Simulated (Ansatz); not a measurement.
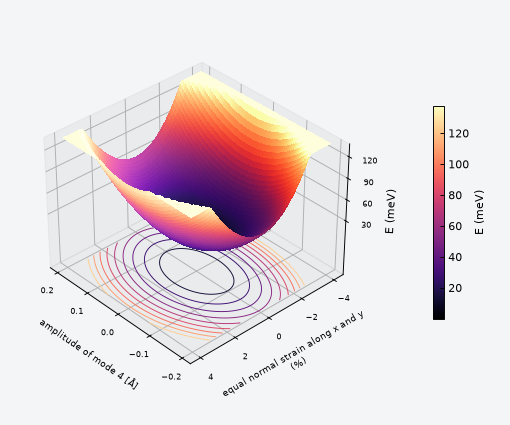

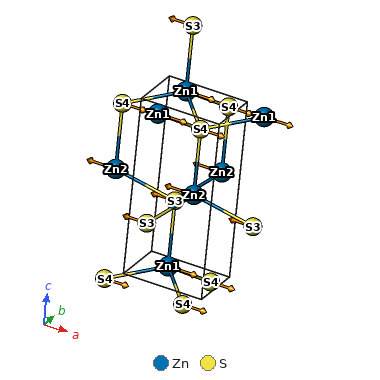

Energy landscape of ZnS (P6_3mc, No. 186; 4 atoms in the cell). The energy is mapped over a normal mode and a strain (zone-centre modes of the 4-atom cell of this scan) (x along [1 0 0], y along [1 2 0], z along [0 0 1] of the conventional cell). The first coordinate is: amplitude of mode 4 (70 cm⁻¹), largest displacement in the unstrained cell; the second: equal normal strain along x and y. Nothing is relaxed (the pattern is fixed in fractional coordinates). The grid has 7 × 7 points; 28 points were computed and 21 follow by symmetry. Points are written as (first, second). Energies are in meV per cell, from the lowest grid point. These are results of DFT PBE, scalar-relativistic, plane waves, PAW (Ansatz), not measurements. Settings: cutoff 520 eV, k-mesh 9×9×4 in the order of the run's cell vectors, gaussian smearing 0.05 eV, no spin polarisation.

The picture shows a relief with its contours projected below, any walls above the top of the colour scale cut off. Between grid points the surface is interpolated. The second picture is the structure at the lowest point

Q: Describe this landscape.

A: The lowest grid point is at (0.000 Å, 0.00 %). No other kind of well shows on this grid. The highest grid point, (−0.196 Å, −4.00 %), lies 225 meV above the lowest. The gap on the k-mesh is 2.1 eV at the lowest point and runs from 1.7 to 2.3 eV over the map.

Grid values (meV):

| second ↓, first → | −0.196 | −0.131 | −0.065 | 0.000 | 0.065 | 0.131 | 0.196 |
| --- | --- | --- | --- | --- | --- | --- | --- |
| 4.00 | 195 | 157 | 135 | 128 | 135 | 157 | 195 |
| 2.67 | 125 | 88 | 67 | 60 | 67 | 88 | 125 |
| 1.33 | 79 | 43 | 22 | 16 | 22 | 43 | 79 |
| 0.00 | 62 | 27 | 7 | 0 | 7 | 27 | 62 |
| −1.33 | 78 | 43 | 23 | 17 | 23 | 43 | 78 |
| −2.67 | 130 | 97 | 77 | 70 | 77 | 97 | 130 |
| −4.00 | 225 | 192 | 172 | 166 | 172 | 192 | 225 |

Each point was launched as `ansatz run input.yaml --threads 1 --pin off --max-ram 2048MiB --backend cpu --events-out ev --progress --plain --runs-dir out`. The whole map (28 points run) took 11 min on 1 thread of Arm Neoverse V1, with other jobs on the host.
